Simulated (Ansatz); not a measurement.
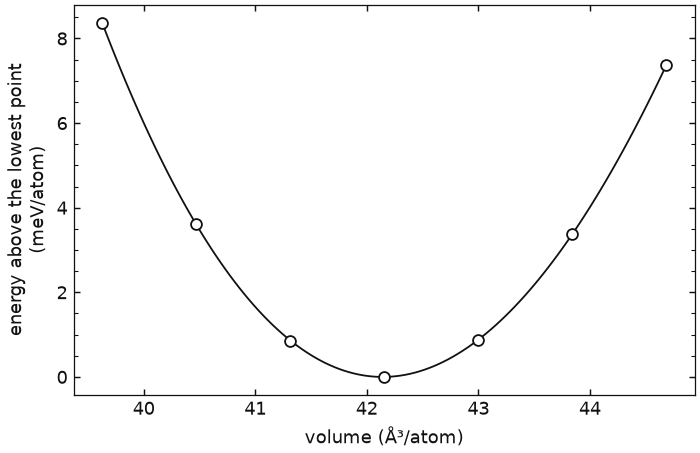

Plotted: energy above the lowest point against volume for Ca, space group Im-3m (No. 229) (one of a set of cubic test structures, which need not be the stable phase).

Method: equation of state of a cubic crystal from periodic Kohn-Sham density functional theory without spin, third-order Birch-Murnaghan fit to the free energies; pressure corrected for the finite basis (Ansatz 0.2.0 development build). Level: PBE.

```csv
setting,value
structure type,bcc
atoms in cell,1
space group number,229
lattice centring,body-centred primitive
k mesh,18×18×18
occupation method,Fermi–Dirac
occupation width,0.06123 eV
wave cutoff,700 eV
datasets,soft-1 PAW
density tolerance,1e-09 eV
bands,9
density cutoff ratio,4
search for lower states,default
```

From this curve and the settings, what does the calculation give for the pressure at the same points?

The pressure falls from 1.109 GPa at volume 39.63 Å³/atom to −0.900 GPa at 44.69 Å³/atom, and changes sign near 42.13 Å³/atom.

| volume (Å³/atom) | pressure (GPa) |
| --- | --- |
| 39.63 | 1.109 |
| 40.47 | 0.710 |
| 41.31 | 0.340 |
| 42.16 | −0.010 |
| 43.00 | −0.330 |
| 43.84 | −0.620 |
| 44.69 | −0.900 |

Caveats: cubic model structure, not the ambient form.
